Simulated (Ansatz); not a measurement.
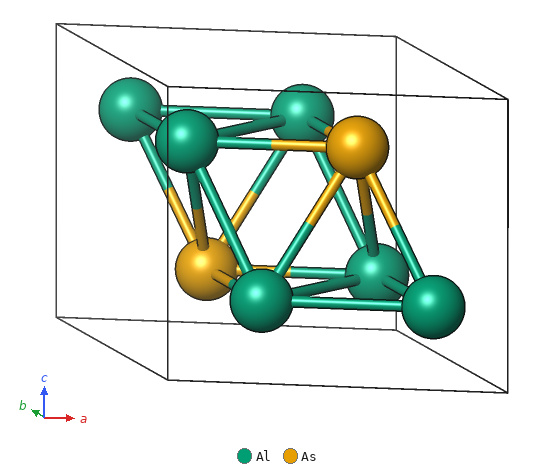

An orthographic ball-and-stick view of the structure, slightly off an axis. One conventional unit cell is framed, with atoms on its boundary repeated. Cell: a = 5.73 Å, b = 5.73 Å, c = 4.95 Å, α = 90.00°, β = 90.00°, γ = 120.00°.

It derives from a structure type filled with these elements by a generator (whether the compound takes this form wasn't checked). Earlier steps of the study may have refined or changed the cell and positions. It was run through Ansatz as a DFT input.

Q: State composition, symmetry and coordination.

A: Formula: Al₃As. Space group: P6_3/mmc (No. 194). Lattice: primitive hexagonal. Cell content 6 Al, 2 As; Z = 2. Al sits among eight Al and four As in an anticuboctahedral arrangement (about 2.8 to 3.0 Å to Al, 2.9 to 3.0 Å to As). Each As atom has twelve Al in an anticuboctahedral arrangement at about 2.9 to 3.0 Å around it. The bonds build a three-dimensional framework.

Computational set-up: DFT PBE, scalar-relativistic, plane waves, PAW (Ansatz 0.2.0), 420 eV cutoff, k-grid 12×12×8, Gaussian smearing of 0.1 eV, no spin polarisation.

Q: Metal or not?

A: A metal: bands cross the Fermi level.

Q: What are the atomic charges by Bader's partition?

A: Al +0.40 e; As -1.19 e.

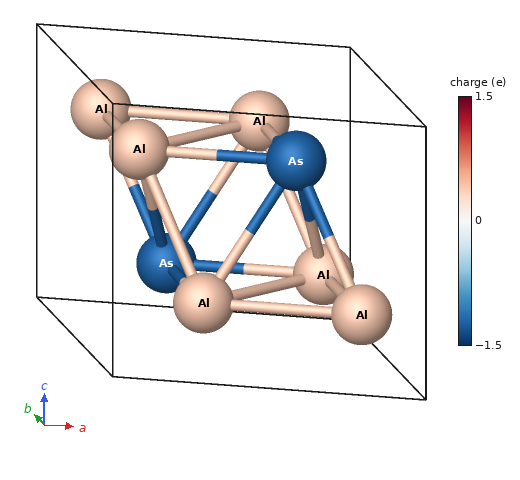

The atoms coloured by those charges. The run's cell of 8 atoms is drawn.

Q: Is the structure relaxed at this level of theory?

A: Yes. All forces vanish to within 0.01 eV/Å. The pressure is 0.0 GPa, close to zero.
